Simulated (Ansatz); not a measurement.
# A series of single points on Fe

System: Fe (P6₃/mmc, 2 atoms in the cell).
Method: Kohn-Sham DFT of a periodic cell, LDA, Ansatz PAW, spin-polarised (Ansatz 0.2.0).

The 7 runs differ only in the geometry, by an even scaling of the cell at fixed fractional positions. The structure derives from a Materials Project entry.

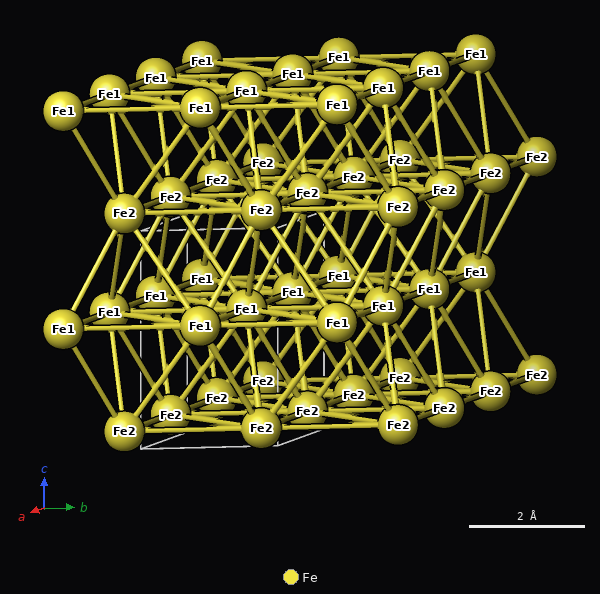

Figure 1. The structure of run 4 (ball-and-stick view of the cell of the calculation, repeated 4 × 3 × 2, seen slightly off an axis; atoms are numbered from 1 in the order of the input).

### Input of run 4
```yaml
crystal:
  lattice:
    - [2.4341575853, 0.0, 0.0]
    - [-1.2170787927, 2.1080423057, 0.0]
    - [0.0, 0.0, 3.84193447]
  atoms:
    - { symbol: Fe, position: [0.6666666667, 0.3333333333, 0.75], spin: 3.0 }
    - { symbol: Fe, position: [0.3333333333, 0.6666666667, 0.25], spin: 3.0 }
hamiltonian:
  xc: lda
  pseudopotentials: { kind: paw }
magnetization:
  spin_polarized: true
kpoints:
  mp_grid: { grid: [12, 12, 7] }
scf:
  occupations: { method: fermi_dirac, width: 0.05 }
output:
  forces: true
  stress: true
  eigenvalues: true
```

Command:
```bash
ansatz run input.yaml --threads 2 --pin off --max-ram 5632MiB --backend cpu --events-out ev --progress --plain --runs-dir out
```

Lattice vectors (Å) and fractional positions of run 4:
```
   2.434158    0.000000    0.000000
  -1.217079    2.108042    0.000000
   0.000000    0.000000    3.841934
Fe  0.666667  0.333333  0.750000
Fe  0.333333  0.666667  0.250000
```

Run 2 differs from it as follows:
```diff
-    - [2.4341575853, 0.0, 0.0]
-    - [-1.2170787927, 2.1080423057, 0.0]
-    - [0.0, 0.0, 3.84193447]
+    - [2.4012595311, 0.0, 0.0]
+    - [-1.2006297656, 2.079551755, 0.0]
+    - [0.0, 0.0, 3.7900100715]
```

### Results, with one run withheld

```tsv
run	volume per atom (Å³)	free energy per atom, from the lowest run given (meV)	pressure (GPa)
1	9.266	7.83	11.04
2	9.463	?	?
3	9.660	0.00	−4.11
4	9.857	9.06	−10.48
5	10.054	25.53	−16.16
6	10.251	48.58	−21.21
7	10.448	77.48	−25.70
```

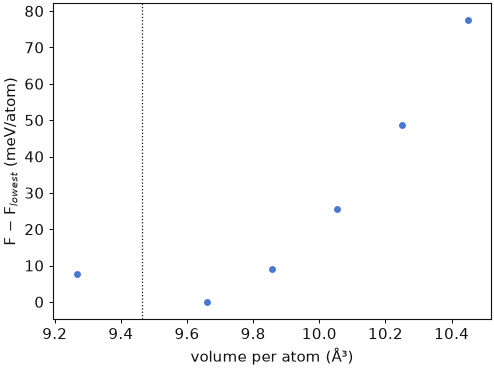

Figure 2. Free energy per atom of the runs given; the dotted line marks run 2.

Fit the runs given and predict run 2.

A cubic polynomial in V^(−2/3) (the Birch–Murnaghan form), fitted to the 6 runs given, misses them by under 0.01 meV per atom. With x = V^(−2/3) − 0.21675 Å⁻², it reads F = 12.781 − 5172 x + 4.6378e+05 x² + 7.0843e+05 x³ (meV per atom). At run 2 it gives −0.76 meV per atom, and the run itself gives −0.74. The slope of the fit gives a pressure −dF/dV of 3.04 GPa there, and the run prints 3.03 GPa. The fit has its minimum at 9.544 Å³ per atom, where V d²F/dV² gives 350 GPa. Cell shape and fractional positions are held, so this is the stiffness under even scaling; the relaxed bulk modulus wasn't computed.

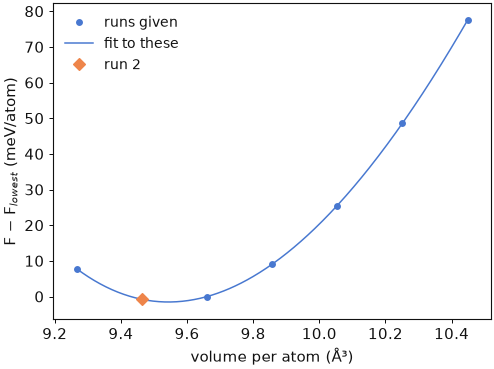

Figure 3. The fit and the withheld run.

### Output, shortened to warnings, some set-up lines, iterations and results (run 2)
```
WARN: the starting moments were not kept: the SCF closed with an absolute magnetisation of 2.9e-7 μB, where they sum to 6 μB in size (2 sites). That is at most 0.1 of that sum. Measured as dr2_m measures the in/out step, that magnetisation stands 1.7e-14 eV from none, at or under the dr2_threshold of 1.0e-7 eV: it is no larger than a step whose dr2_m would equal this threshold. The system may …
Basis set: ecut = 420 eV, 379 PW (Γ)
Symmetry: 24 space group operations
k-points: 76 of 1008
Initial density: superposition of atomic densities (chi_scale 0.1, normalization cell)
[...]
SCF iter   1: F=—  HF=-8843.733789 eV  |F-HF|=—  |Δ(HF+E_count)|=         —  Δρ=4.55e-1 (↑4.55e-1 ↓2.41e-1)  dr2=6.73e0  dr2_m=2.05e1  M=0.335 μB ∫|m|=0.358 μB  β_m=0.30  …
SCF iter   2: F=—  HF=-8839.808565 eV  |F-HF|=—  |Δ(HF+E_count)|=    3.93e0  Δρ=2.76e-1 (↑2.76e-1 ↓2.05e-1)  dr2=8.42e-1  dr2_m=9.97e0  M=0.369 μB ∫|m|=0.377 μB  β_m=0.57  …
SCF iter   3: F=—  HF=-8841.256432 eV  |F-HF|=—  |Δ(HF+E_count)|=    1.45e0  Δρ=1.38e-1 (↑1.38e-1 ↓3.84e-2)  dr2=3.11e0  dr2_m=5.75e-1  M=0.080 μB ∫|m|=0.089 μB  β_m=0.49  …
SCF iter   4: F=—  HF=-8840.133177 eV  |F-HF|=—  |Δ(HF+E_count)|=    1.12e0  Δρ=2.00e-2 (↑4.25e-3 ↓2.00e-2)  dr2=5.54e-2  dr2_m=1.27e-2  M=0.042 μB ∫|m|=0.052 μB  β_m=0.74  …
SCF iter   5: F=—  HF=-8840.216099 eV  |F-HF|=—  |Δ(HF+E_count)|=   8.29e-2  Δρ=1.09e-2 (↑8.83e-3 ↓1.09e-2)  dr2=4.39e-2  dr2_m=2.19e-4  M=0.007 μB ∫|m|=0.013 μB  β_m=0.87  …
SCF iter   6: F=—  HF=-8840.212981 eV  |F-HF|=—  |Δ(HF+E_count)|=   3.12e-3  Δρ=7.25e-4 (↑5.25e-4 ↓7.25e-4)  dr2=1.87e-4  dr2_m=2.27e-6  M=-0.001 μB ∫|m|=0.001 μB  β_m=0.80  …
SCF iter   7: F=—  HF=-8840.213062 eV  |F-HF|=—  |Δ(HF+E_count)|=   8.08e-5  Δρ=1.11e-4 (↑1.11e-4 ↓1.08e-4)  dr2=2.55e-6  dr2_m=1.17e-7  M=-0.000 μB ∫|m|=0.000 μB  β_m=0.90  …
SCF iter   8: F=—  HF=-8840.213062 eV  |F-HF|=—  |Δ(HF+E_count)|=   4.76e-7  Δρ=2.39e-5 (↑1.39e-5 ↓2.39e-5)  dr2=1.18e-7  dr2_m=6.59e-9  M=0.000 μB ∫|m|=0.000 μB  β_m=0.88  …
SCF iter   9: F=—  HF=-8840.213062 eV  |F-HF|=—  |Δ(HF+E_count)|=   2.88e-9  Δρ=6.82e-6 (↑2.74e-6 ↓6.82e-6)  dr2=5.63e-9  dr2_m=1.09e-9  M=0.000 μB ∫|m|=0.000 μB  β_m=0.85  …
SCF iter  10: F=—  HF=-8840.213062 eV  |F-HF|=—  |Δ(HF+E_count)|=   1.00e-9  Δρ=1.18e-6 (↑6.75e-7 ↓1.18e-6)  dr2=9.26e-11  dr2_m=5.64e-11  M=0.000 μB ∫|m|=0.000 μB  β_m=0.92  …
SCF iter  11: F=-8840.213062 eV  HF=-8840.213062 eV  |F-HF|=5.46e-12  |Δ(HF+E_count)|=  3.46e-11  Δρ=2.25e-7 (↑2.19e-7 ↓2.25e-7)  dr2=8.10e-12  dr2_m=2.05e-13  M=-0.000 μB …
SCF 1 converged in 11 iterations: F = -8840.213062 eV  dr2 = 8.10e-12
WARN: the starting moments were not kept: the SCF closed with an absolute magnetisation of 2.9e-7 μB, where they sum to 6 μB in size (2 sites). That is at most 0.1 of that sum. Measured as dr2_m measures the in/out step, that magnetisation stands 1.7e-14 eV from none, at or under the dr2_threshold …
SCF converged after 11 iterations
Magnetization: -0.0000 μB (16.0000 up, 16.0000 down)
Absolute magnetization: 0.0000 μB (∫|ρ↑−ρ↓|, with the PAW one-centre terms)
Spin contamination: 0.0000 ħ² per cell (⟨S²⟩ above its minimum at these occupations)
Per-site moments (μB) at R_I (Å): [(-1.0343969071591325e-9, 0.9685461230608216), (-1.0343970645520057e-9, 0.9685461230608216)]
Free energy (F): -8840.213062 eV
Harris-Foulkes:  -8840.213062 eV  (|F-HF|=5.46e-12)
Internal energy: -8840.194992 eV  (E = F + TS)
E sigma→0 (E₀):  -8840.204027 eV
Entropy (-TS):   -0.018069 eV (-9.035 meV/atom)
Fermi energy:    22.652942 eV
--- Per-component energies (eV) ---
  E_band       = -301.709836
  E_kinetic    = 717.327762
  E_local      = -3674.460952  (includes V_loc(G=0)·N_el)
  E_nonlocal   = 433.844978
  E_hartree    = 1560.857879
  E_xc         = -239.844966
  E_vxc        = -310.496017  (∫ρ·V_xc dr)
  E_paw        = -2606.037375  (= ΣΔE_a)
  E_vpaw       = -589.643251  (= ΣTr[D̂ρ^β])
[...]
```

Warnings of the run: some starting moments were not kept.
